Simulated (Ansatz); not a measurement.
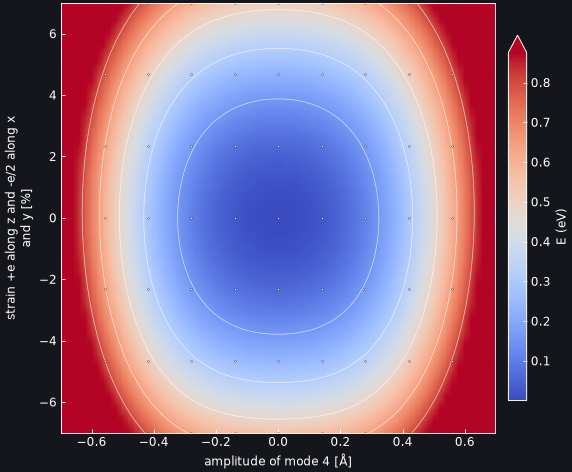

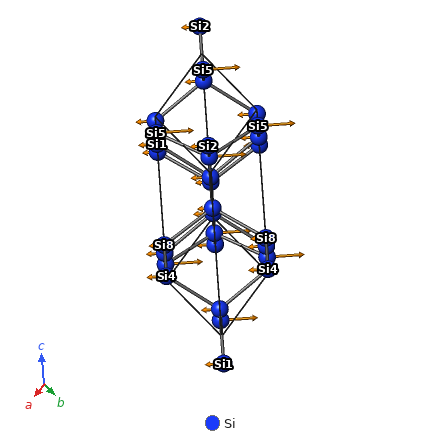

Energy landscape of Si (C2/m, No. 12; 8 atoms in the cell). The energy is mapped over a normal mode and a strain (zone-centre modes of the 8-atom cell of this scan). Coordinates scanned: (1) amplitude of mode 4 (91 cm⁻¹), largest displacement in the unstrained cell; (2) strain +e along z and -e/2 along x and y. Nothing is relaxed (the pattern is fixed in fractional coordinates). Grid: 11 × 7 points; 42 points were computed and 35 follow by symmetry. Points are written as (first, second). Energies: eV per cell, counted from the lowest grid point. The band gap closes in part of the range. The calculation used Ansatz 0.2.0, DFT PBE, scalar-relativistic, plane waves, PAW. Settings: cutoff 420 eV, k-mesh 10×10×6 in the order of the run's cell vectors, gaussian smearing 0.03 eV, no spin polarisation.

Drawn: a smooth colour map with a few white contour lines, dots at the grid points, one colour for all values above the top of the scale. Between grid points the surface is interpolated. The second picture is the structure at the lowest point

> Where are the wells?

The lowest grid point is at (0.000 Å, 0.00 %). No other kind of well shows on this grid. The highest grid point, (−0.698 Å, −7.00 %), lies 1.45 eV above the lowest.

Time for the 42 points that were run: 14 min on 4 threads of Arm Neoverse V1 (shared host).

PAW datasets: the set soft_1.
